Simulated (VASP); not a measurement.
# Cu6O5 (slab): what the fields show

```yaml
crystal:
  lattice:
    - [2.93287, 0.00000, 0.00000]
    - [-0.22975, 2.92386, 0.00000]
    - [0.00000, 0.00000, 27.88982]
  atoms:
    - { symbol: Cu, position: [0.50000, 0.00000, 0.26892] }
    - { symbol: Cu, position: [0.00000, 0.50000, 0.36135] }
    - { symbol: Cu, position: [0.50000, 0.00000, 0.45378] }
    - { symbol: Cu, position: [0.00000, 0.50000, 0.54622] }
    - { symbol: Cu, position: [0.50000, 0.00000, 0.63865] }
    - { symbol: Cu, position: [0.00000, 0.50000, 0.73108] }
    - { symbol: O, position: [0.50000, 0.50000, 0.31513] }
    - { symbol: O, position: [0.50000, 0.50000, 0.40757] }
    - { symbol: O, position: [0.50000, 0.50000, 0.50000] }
    - { symbol: O, position: [0.50000, 0.50000, 0.59243] }
    - { symbol: O, position: [0.50000, 0.50000, 0.68487] }
```

Not relaxed (largest force 0.5 eV/Å).

The calculation used VASP, Kohn-Sham DFT of a periodic cell, PBE, VASP PAW PBE potentials, recommended.

The density is the valence pseudo-density of a PAW calculation; it isn't the true density close to the nuclei.

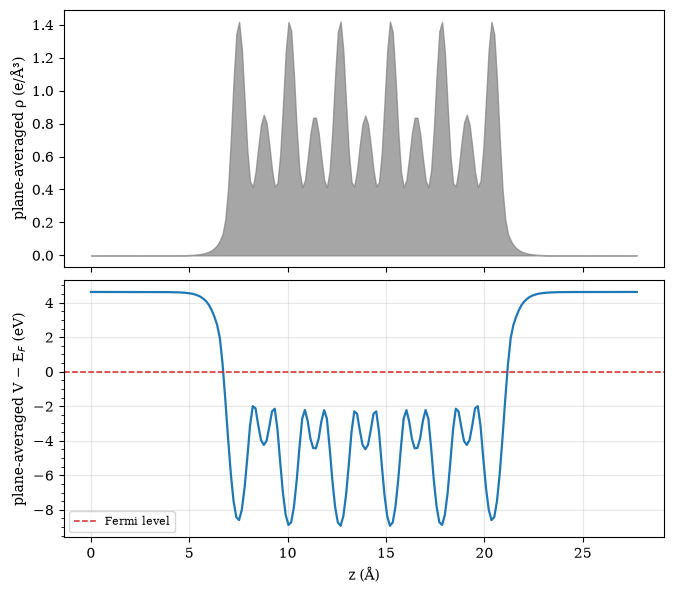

Figure 1. Plane average of the electrostatic potential energy of an electron and of the valence electron density across the slab.

Q: How far above the Fermi level of the calculation is the vacuum level?

A: 4.6 eV.

Q: How thick is the slab, and how wide the vacuum?

A: The outermost nuclei are 12.9 Å apart, in 11 atomic planes; the vacuum between periodic images is 15.0 Å wide.

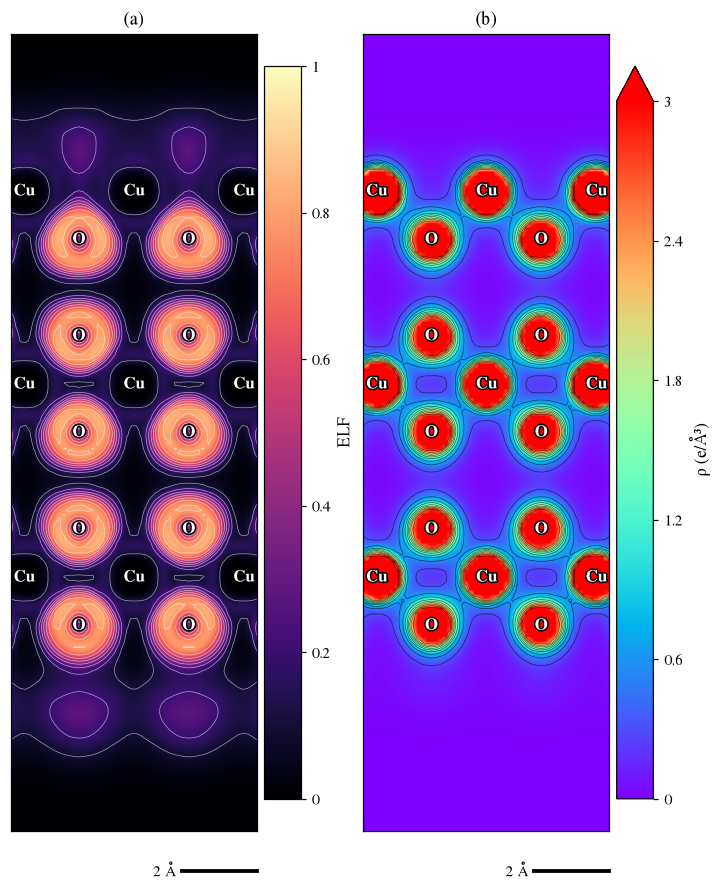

Figure 2. (a) ELF; (b) valence charge density (pseudo) on the (010) plane of the calculation cell, a cut from vacuum to vacuum.

Q: What does the map show?

A:
- The section cuts through Cu and O sites.
- Cu–O (1.95 Å): ρ at the midpoint is about 0.61 e/Å³; the ELF peaks at about 0.85 in the valence shell of O, 0.6 Å from its nucleus, and is about 0.30 at the midpoint (no localised pair shows between them).
- The density dies away to nearly zero in the vacuum.

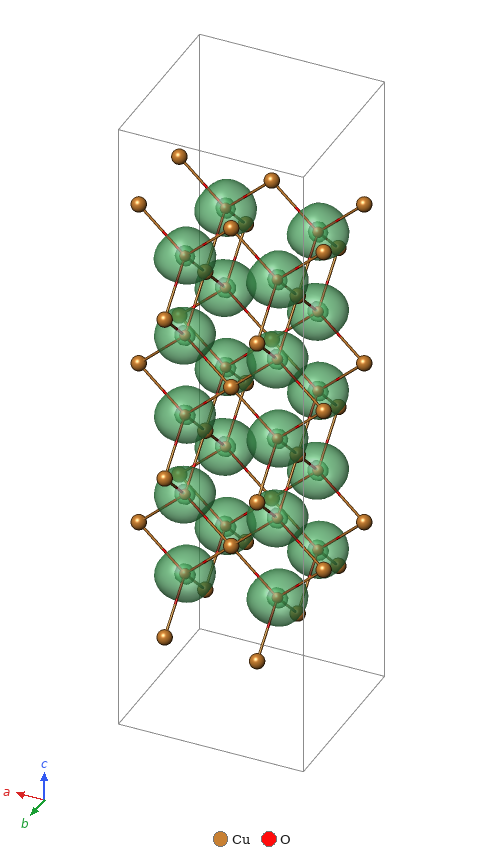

Figure 3. Isosurface of the electron localisation function at 0.65 (green), seen at an oblique angle. Only the valence region is drawn (cores and ρ < 0.01 e/Å³ removed). Sticks mark near contacts.

Q: What do the ELF domains correspond to?

A: At this value the surface marks out five regions wrapped around O (the valence shell of each), counted in one cell of 11 atoms. Counts are for one cell; the picture repeats the cell along the surface.
